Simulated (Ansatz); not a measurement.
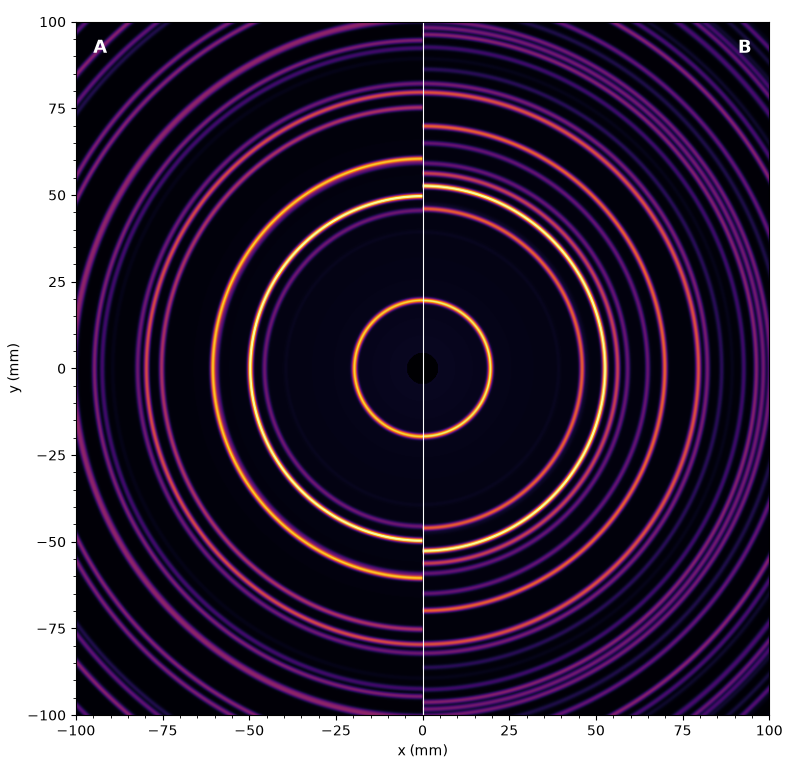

Simulated X-ray powder rings on a flat area detector normal to the beam: λ = 0.3100 Å, sample-to-detector distance 410 mm, axes in mm from the beam centre, for a fine-grained powder without texture. Kinematic intensities with B = 1.0 Å² for all atoms, without absorption; brightness goes as intensity to the power 0.6, clipped at the top. Reflections closer than the ring width show as one ring. The left and right halves show two different samples, each scaled to its strongest ring.

Structure 1:
```yaml
crystal:
  lattice:
    - [3.23623, 0.00000, 0.00000]
    - [-1.61812, 2.80266, 0.00000]
    - [0.00000, 0.00000, 19.48696]
  atoms:
    - { symbol: W, position: [0.00000, 0.00000, 0.00000] }
    - { symbol: Se, position: [0.33333, 0.66667, 0.91160] }
    - { symbol: Se, position: [0.00000, 0.00000, 0.75507] }
    - { symbol: W, position: [0.66667, 0.33333, 0.33333] }
    - { symbol: Se, position: [0.00000, 0.00000, 0.24493] }
    - { symbol: Se, position: [0.66667, 0.33333, 0.08840] }
    - { symbol: W, position: [0.33333, 0.66667, 0.66667] }
    - { symbol: Se, position: [0.66667, 0.33333, 0.57826] }
    - { symbol: Se, position: [0.33333, 0.66667, 0.42174] }
```

Structure 2:
```cif
data_structure
_symmetry_space_group_name_H-M 'P 1'
_symmetry_Int_Tables_number 1
_cell_length_a 3.2363
_cell_length_b 3.2363
_cell_length_c 6.4749
_cell_angle_alpha 90.000
_cell_angle_beta 90.000
_cell_angle_gamma 120.000
_cell_volume 58.73
loop_
_atom_site_label
_atom_site_type_symbol
_atom_site_fract_x
_atom_site_fract_y
_atom_site_fract_z
_atom_site_occupancy
W1 W 0.00000 0.00000 0.00000 1
Se1 Se 0.33333 0.66667 0.26490 1
Se2 Se 0.66667 0.33333 0.73510 1
```

Origins: 1, coordinates from a relaxation with DFT PBEsol, scalar-relativistic, plane waves, PAW (Ansatz); the starting structure was generated, so it need not be a known form of this composition; 2, the geometry relaxed at fixed volume with DFT PBEsol, scalar-relativistic, plane waves, PAW (Ansatz); the starting structure was generated, so it need not be a known form of this composition.

**Which structure gives which half?**

Half A is structure 2 (WSe2): 001 at 19.6 mm (d = 6.47 Å), 100 at 45.6 mm (d = 2.80 Å), 101/011 at 49.7 mm (d = 2.57 Å), 003 at 59.3 mm (d = 2.16 Å).
Half B is structure 1 (WSe2): 003 at 19.6 mm (d = 6.50 Å), 101 at 46.0 mm (d = 2.77 Å), 104 at 52.6 mm (d = 2.43 Å), 015 at 56.3 mm (d = 2.28 Å).
